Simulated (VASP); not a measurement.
## Si: geometry relaxation (part 1 of 2)

System: Si (2 atoms in the cell).
Method: Kohn-Sham DFT of a periodic cell, AM05, VASP PAW PBE potentials, recommended, no spin polarisation (VASP 6.6.1).

The structure derives from a Materials Project entry. It belongs to a series of runs on one base structure; here: xc = AM05.

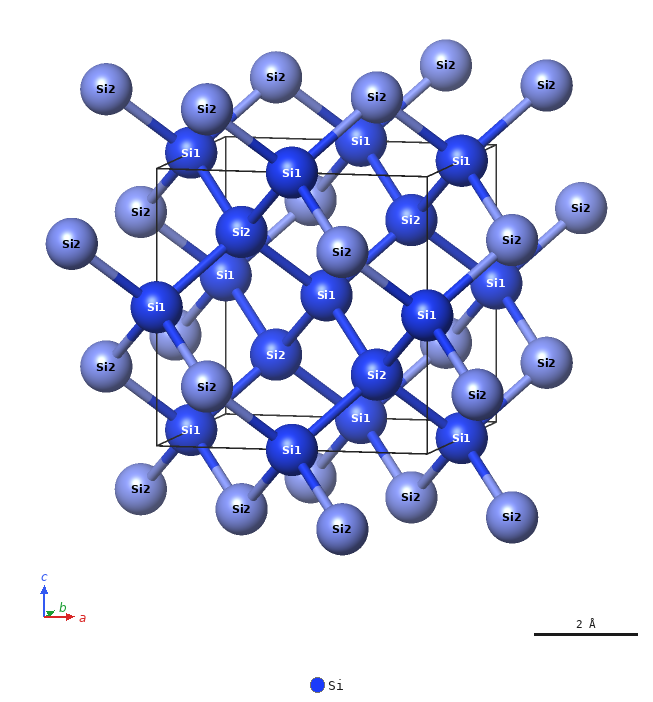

The structure as given in the input (ball-and-stick view of the cell 4 times as large as that of the calculation, set on its symmetry axes, seen slightly off an axis; neighbours outside the cell are drawn fainter; atoms are numbered from 1 in the order of the input). Near neighbours in the crystal (not all of them lie inside the picture): Si has 4 Si at 2.36 Å.

INCAR
```
SYSTEM = Si
PREC = Accurate
ENCUT = 600
EDIFF = 1E-6
ISMEAR = -1
SIGMA = 0.05
LREAL = .FALSE.
LASPH = .TRUE.
NELM = 80
ALGO = Fast
ISIF = 3
LWAVE = .FALSE.
LCHARG = .FALSE.
GGA = AM
IBRION = 2
NSW = 40
EDIFFG = -0.005
```

KPOINTS
```
regular mesh
0
G
  8 8 8
  0 0 0
```

POSCAR
```
Si
1.0
    0.0000000000      2.7218511865      2.7218511865
    2.7218511865      0.0000000000      2.7218511865
    2.7218511865      2.7218511865      0.0000000000
Si
2
Direct
    0.5000000000      0.5000000000      0.5000000000
    0.7500000000      0.7500000000      0.7500000000
```

Run on 1 thread of Intel Xeon @ 2.50GHz (Skylake/Cascade Lake), 128 GiB of memory available, shared host.

Launched with:
```bash
cat potpaw_PBE.64/Si/POTCAR > POTCAR
mpirun -np 1 vasp_std > vasp.out
```

OSZICAR
```
N       E                     dE             d eps       ncg     rms          rms(c)
DAV:   1     0.108612078739E+02    0.10861E+02   -0.37009E+03   464   0.910E+02
DAV:   2    -0.111248461977E+02   -0.21986E+02   -0.21376E+02   744   0.910E+01
DAV:   3    -0.114034641699E+02   -0.27862E+00   -0.27862E+00   576   0.132E+01
DAV:   4    -0.114046832267E+02   -0.12191E-02   -0.12191E-02   768   0.982E-01
DAV:   5    -0.114046841879E+02   -0.96115E-06   -0.96108E-06   576   0.227E-02    0.518E+00
RMM:   6    -0.112578356727E+02    0.14685E+00   -0.49251E-02   464   0.144E+00    0.311E+00
RMM:   7    -0.111933921167E+02    0.64444E-01   -0.10896E-01   474   0.228E+00    0.157E-01
RMM:   8    -0.111953594095E+02   -0.19673E-02   -0.80480E-03   464   0.723E-01    0.882E-02
RMM:   9    -0.111958266481E+02   -0.46724E-03   -0.18497E-03   465   0.339E-01    0.924E-02
RMM:  10    -0.111959218419E+02   -0.95194E-04   -0.36937E-04   465   0.166E-01    0.199E-02
RMM:  11    -0.111959290819E+02   -0.72400E-05   -0.91526E-05   464   0.864E-02    0.213E-02
RMM:  12    -0.111959310448E+02   -0.19630E-05   -0.17420E-05   464   0.391E-02    0.218E-02
RMM:  13    -0.111959312822E+02   -0.23734E-06   -0.57287E-06   439   0.229E-02
   1 F= -.11195931E+02 E0= -.11195907E+02  d E =-.111959E+02
       N       E                     dE             d eps       ncg     rms          rms(c)
DAV:   1    -0.111962348739E+02   -0.30383E-03   -0.88133E-03   648   0.541E-01    0.900E-02
RMM:   2    -0.111960755790E+02    0.15929E-03   -0.86879E-05   464   0.753E-02    0.515E-02
RMM:   3    -0.111959973260E+02    0.78253E-04   -0.11739E-04   464   0.712E-02    0.115E-02
RMM:   4    -0.111959985666E+02   -0.12405E-05   -0.95245E-06   464   0.280E-02    0.141E-02
RMM:   5    -0.111959989471E+02   -0.38052E-06   -0.13394E-06   328   0.107E-02
   2 F= -.11195999E+02 E0= -.11195972E+02  d E =-.676649E-04
       N       E                     dE             d eps       ncg     rms          rms(c)
DAV:   1    -0.111961328877E+02   -0.13432E-03   -0.16824E-03   624   0.236E-01    0.345E-02
RMM:   2    -0.111961027557E+02    0.30132E-04   -0.15942E-05   464   0.332E-02    0.199E-02
RMM:   3    -0.111960864870E+02    0.16269E-04   -0.21314E-05   464   0.305E-02    0.493E-03
RMM:   4    -0.111960865368E+02   -0.49761E-07   -0.17429E-06   351   0.119E-02
   3 F= -.11196087E+02 E0= -.11196061E+02  d E =-.155255E-03
```

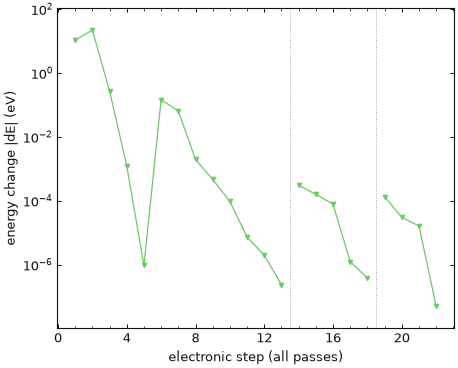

Convergence of the self-consistent field: energy change |dE| against the electronic step. Each stretch between dotted lines is the SCF of one geometry step of a relaxation. The 3 ionic steps take 4 to 13 electronic steps each. The density is held fixed in the first few steps, and dE rises again when its update begins.

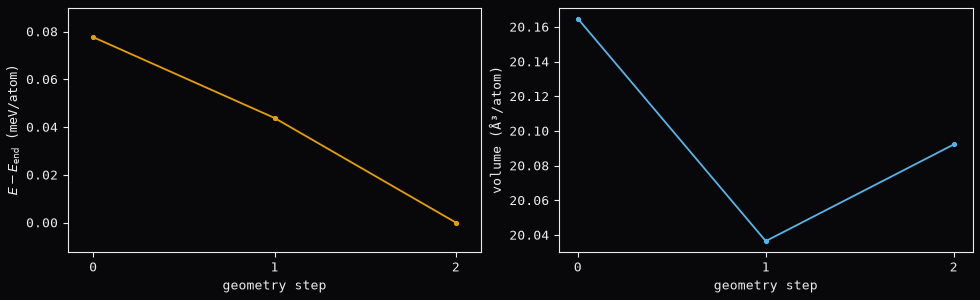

Progress of the relaxation, step by step (steps are counted from 0). Over 2 geometry steps the energy falls by 0.1 meV per atom. All forces vanish by symmetry, so only the cell relaxes. No atom moves by more than 0.005 Å relative to the cell. Cell: a = b = c 5.444 → 5.437 Å (−0.1 %). Volume −0.4 %. The space group stays Fd-3m (No. 227).

Parts of OUTCAR
```
SYSTEM = Si
   PREC = Accurate
   ENCUT = 600
   EDIFF = 1E-6
   ISMEAR = -1
   LREAL = .FALSE.
   LASPH = .TRUE.
   NELM = 80
   ISIF = 3
   GGA = AM
   IBRION = 2
   NSW = 40
   EDIFFG = -0.005

 ion  position               nearest neighbor table
   1  0.500  0.500  0.500-   2 2.36   2 2.36   2 2.36   2 2.36
   2  0.750  0.750  0.750-   1 2.36   1 2.36   1 2.36   1 2.36

  LATTYP: Found a face centered cubic cell.
 ALAT       =     5.4437023730

  Lattice vectors:

 A1 = (   0.0000000000,   2.7218511865,   2.7218511865)
 A2 = (   2.7218511865,   0.0000000000,   2.7218511865)
 A3 = (   2.7218511865,   2.7218511865,   0.0000000000)

Analysis of symmetry for initial positions (statically):
=====================================================================
 Subroutine PRICEL returns:
 Original cell was already a primitive cell.

 Routine SETGRP: Setting up the symmetry group for a
 face centered cubic supercell.

 Subroutine GETGRP returns: Found 48 space group operations
 (whereof 24 operations were pure point group operations)
 out of a pool of 48 trial point group operations.

The static configuration has the point symmetry T_d .
 The point group associated with its full space group is O_h .

Analysis of symmetry for dynamics (positions and initial velocities):
=====================================================================
 Subroutine PRICEL returns:
 Original cell was already a primitive cell.

 Routine SETGRP: Setting up the symmetry group for a
 face centered cubic supercell.

 Subroutine GETGRP returns: Found 48 space group operations
 (whereof 24 operations were pure point group operations)
 out of a pool of 48 trial point group operations.

The dynamic configuration has the point symmetry T_d .
 The point group associated with its full space group is O_h .

 Subroutine INISYM returns: Found 48 space group operations
 (whereof 24 operations are pure point group operations),
 and found     1 'primitive' translations

----------------------------------------------------------------------------------------

                                     Primitive cell

  volume of cell :      40.3295

  direct lattice vectors                    reciprocal lattice vectors
     0.000000000  2.721851186  2.721851186    -0.183698507  0.183698507  0.183698507
     2.721851186  0.000000000  2.721851186     0.183698507 -0.183698507  0.183698507
     2.721851186  2.721851186  0.000000000     0.183698507  0.183698507 -0.183698507

  length of vectors
     3.849278863  3.849278863  3.849278863     0.318175148  0.318175148  0.318175148

  position of ions in fractional coordinates (direct lattice)
     0.500000000  0.500000000  0.500000000
     0.750000000  0.750000000  0.750000000

  ion indices of the primitive-cell ions
   primitive index   ion index
                 1           1
                 2           2

----------------------------------------------------------------------------------------

 KPOINTS: regular mesh

Automatic generation of k-mesh.
 Grid dimensions read from file:
 generate k-points for:    8    8    8

 Generating k-lattice:

  Cartesian coordinates                     Fractional coordinates (reciprocal lattice)
    -0.022962313  0.022962313  0.022962313     0.125000000  0.000000000  0.000000000
     0.022962313 -0.022962313  0.022962313     0.000000000  0.125000000  0.000000000
     0.022962313  0.022962313 -0.022962313     0.000000000  0.000000000  0.125000000

  Length of vectors
     0.039771893  0.039771893  0.039771893

  Shift w.r.t. Gamma in fractional coordinates (k-lattice)
     0.000000000  0.000000000  0.000000000

 Subroutine IBZKPT returns following result:
 ===========================================

 Found     29 irreducible k-points:

 Following reciprocal coordinates:
            Coordinates               Weight
  0.000000  0.000000  0.000000      1.000000
  0.125000  0.000000  0.000000      8.000000
  0.250000  0.000000  0.000000      8.000000
  0.375000  0.000000  0.000000      8.000000
  0.500000  0.000000  0.000000      4.000000
  0.125000  0.125000  0.000000      6.000000
  0.250000  0.125000  0.000000     24.000000
  0.375000  0.125000  0.000000     24.000000
  0.500000  0.125000  0.000000     24.000000
 -0.375000  0.125000  0.000000     24.000000
 -0.250000  0.125000  0.000000     24.000000
 -0.125000  0.125000  0.000000     12.000000
  0.250000  0.250000  0.000000      6.000000
  0.375000  0.250000  0.000000     24.000000
  0.500000  0.250000  0.000000     24.000000
 -0.375000  0.250000  0.000000     24.000000
 -0.250000  0.250000  0.000000     12.000000
  0.375000  0.375000  0.000000      6.000000
  0.500000  0.375000  0.000000     24.000000
 -0.375000  0.375000  0.000000     12.000000
  0.500000  0.500000  0.000000      3.000000
  0.375000  0.250000  0.125000     24.000000
  0.500000  0.250000  0.125000     48.000000
 -0.375000  0.250000  0.125000     24.000000
 [... further k-points ...]
   k-points           NKPTS =     29   k-points in BZ     NKDIM =     29   number of bands    NBANDS=      8
   number of dos      NEDOS =    301   number of ions     NIONS =      2
   total plane-waves  NPLWV =  32768
   dimension x,y,z NGX =    32 NGY =   32 NGZ =   32
   dimension x,y,z NGXF=    64 NGYF=   64 NGZF=   64
   ions per type =               2
   NGX,Y,Z   is equivalent  to a cutoff of  13.82, 13.82, 13.82 a.u.
   NGXF,Y,Z  is equivalent  to a cutoff of  27.64, 27.64, 27.64 a.u.
 SYSTEM =  Si
   PREC   = accura    normal or accurate (medium, high low for compatibility)
   ISTART =      0    job   : 0-new  1-cont  2-samecut
   ICHARG =      2    charge: 1-file 2-atom 10-const
   ISPIN  =      1    spin polarized calculation?
   LNONCOLLINEAR =      F non collinear calculations
   LSORBIT =      F    spin-orbit coupling
   LASPH  =      T    aspherical Exc in radial PAW
   ENCUT  =  600.0 eV  44.10 Ry    6.64 a.u.   7.69  7.69  7.69*2*pi/ulx,y,z
   NELM   =     80;   NELMIN=  2; NELMDL= -5     # of ELM steps
   EDIFF  = 0.1E-05   stopping-criterion for ELM
   LREAL  =      F    real-space projection
   EDIFFG = -.5E-02   stopping-criterion for IOM
   NSW    =     40    number of steps for IOM
   IBRION =      2    ionic relax: 0-MD 1-quasi-New 2-CG
   NFREE  =      1    steps in history (QN), initial steepest desc. (CG)
   ISIF   =      3    stress and relaxation
   ISYM   =      2    0-nonsym 1-usesym 2-fastsym
   POTIM  = 0.5000    time-step for ionic-motion
   TEBEG  =    0.0;   TEEND  =   0.0 temperature during run
   PSTRESS=    0.0 pullay stress
   NELECT =       8.0000    total number of electrons
   NUPDOWN=      -1.0000    fix difference up-down
   EMIN   =  10.00;   EMAX   =-10.00  energy-range for DOS
   EFERMI =   0.00;   METHOD = LEGACY
   ISMEAR =    -1;   SIGMA  =   0.05  broadening in eV -4-tet -1-fermi 0-gaus
   EFERMI_NEDOS =   21; number of points for ismear=-14 and -15
   IALGO  =     68    algorithm
   IMIX   =      4    mixing-type and parameters
     AMIX     =   0.40;   BMIX     =  1.00
     AMIX_MAG =   1.60;   BMIX_MAG =  1.00
  volume/ion in A,a.u.               =      20.16       136.08
  Fermi-wavevector in a.u.,A,eV,Ry     =   0.954766  1.804247 12.402783  0.911579
  Thomas-Fermi vector in A             =   2.083543
   LORBIT       =      0    0 simple, 1 ext, 2 COOP (PROOUT), +10 PAW based schemes
   GGA     = AM    functional components
   LHFCALC =     F    Hartree Fock is set to
   AEXX    =    0.0000 exact exchange contribution
   IVDW    =     0    specifies the selected vdW correction
   LEPSILON=     F    determine dielectric tensor
```
